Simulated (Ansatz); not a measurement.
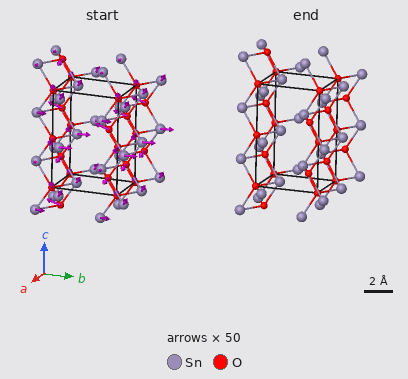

The structure of a crystal of SnO (set up in P1) before (left) and after (right) a relaxation, at one scale. The purple arrows give the displacements (the part carried along by the change of the cell is left out), 50 times their true length.

Style: ball-and-stick. Shown: the cell of the calculation, slightly off an axis.

Case: cell sheared at random, sigma 0.03, atoms nudged by 0.01 Å; relaxed back.

The calculation used Ansatz, DFT PBE+D3(BJ), scalar-relativistic, plane waves, PAW. Set-up: plane-wave cutoff 420 eV; k-point mesh 10 × 8 × 6; occupations gaussian; smearing width 0.15 eV; no spin polarisation; cell and atoms relaxed; force threshold 0.01 eV/Å; at most 80 steps.

Q: What changed between the two?

A: An O atom moves most relative to the cell: 0.023 Å roughly along [0 −3 1]. By element the largest moves are O 0.023 Å, Sn 0.021 Å. The volume changes by +0.3 %, with a 3.864 → 3.854 Å (−0.3 %), b 5.022 → 4.759 Å (−5.2 %), c 7.206 → 7.639 Å (+6.0 %), α 91.6° → 90.0°, β 92.7° → 90.0°, γ 89.5° → 90.0°. Among the contacts that change: O–Sn 2.134 → 2.238 Å, O–Sn 2.164 → 2.238 Å, O–Sn 2.307 → 2.244 Å, O–Sn 2.283 → 2.244 Å. Bond angles that change, for instance: O–Sn–O 110.2° → 117.1°, Sn–O–Sn 110.6° → 117.1°, O–Sn–O 68.9° → 74.5°. Within 0.06 Å the space group is P-1 at the start and P4/nmm at the end; at a tighter tolerance small leftover displacements or strains of the cell lower it. The energy falls by 41.3 meV per atom in 6 accepted moves (9 points after the start). The largest force component goes from 0.63 to 0.00097 eV/Å. The pressure goes from 2.06 to 0.00 GPa. At 3 points the geometry stayed and the basis and grid were re-selected for the new cell (energy shift of 2.3 meV per atom at most each time).
